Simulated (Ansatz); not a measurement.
System: HfC.

Space group Fm-3m.

Input file:

```
crystal:
  lattice:
    - [0.0, 2.325, 2.325]
    - [2.325, 0.0, 2.325]
    - [2.325, 2.325, 0.0]
  atoms:
    - { symbol: Hf, position: [0.5, 0.5, 0.5] }
    - { symbol: C, position: [0.0, 0.0, 0.0] }
basis:
  ecutwfc: 420
  fft_grid_basis: typed
kpoints:
  mp_grid: { grid: [12, 12, 12] }
hamiltonian:
  xc: pbe
scf:
  occupations: { method: gaussian, width: 0.05 }
output:
  forces: true
  stress: true
  eigenvalues: true
  bader: true
  write_density: true
  volumetric_format: npy
  elf: true
```

Launched as:

```sh
ansatz run input.yaml --threads 1 --pin off --max-ram 2560MiB --backend cpu --events-out ev --progress --plain --runs-dir out
```

The picture shows the conventional cell (a = 4.65 Å, b = 4.65 Å, c = 4.65 Å, α = 90.00°, β = 90.00°, γ = 90.00°).

Method: Ansatz 0.2.0, DFT PBE, scalar-relativistic, plane waves, PAW.

**How does the converged density differ from a superposition of free atoms?**

C–Hf (2.33 Å): Δρ is +0.05 e/Å³ at the midpoint (close to a masked core, so read it with care). Hf–Hf (3.29 Å): Δρ is −0.016 e/Å³ at the midpoint. Over the whole cell, outside the masked cores, the largest gain, 0.1 e/Å³, lies 0.8 Å from a carbon nucleus, and the largest loss lies at the edge of the masked core of Hf. The rearranged charge, half the integral of |Δρ|, is about 0.27 e an atom. Bader charges: Hf +1.96 and C −1.96 e.

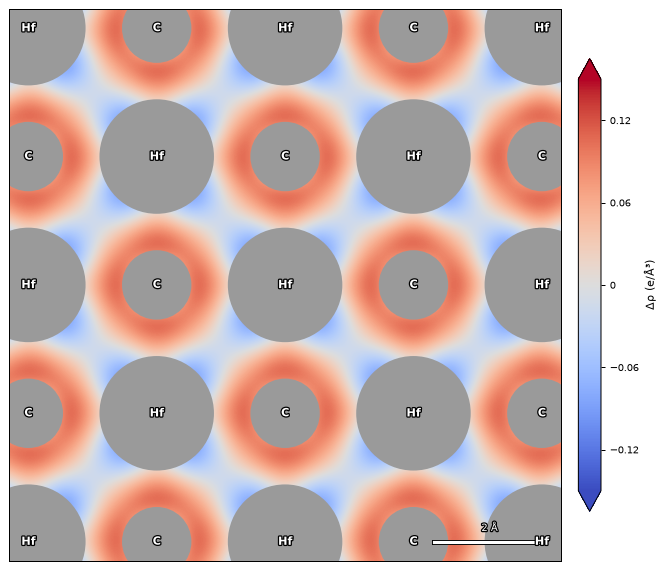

Computed deformation density: a map on the (100) plane of the conventional cell, with grey discs over the atomic cores.

Cores are masked to 1.0 Å (Hf) and 0.6 Å (C).

In a PAW calculation such maps are meaningful between the atoms, not at the nuclei.

The run took 10 s on 1 thread of Intel(R) Xeon(R) Platinum 8375C CPU @ 2.90GHz (Ice Lake), with other jobs on the host, peak memory 0.47 GiB.
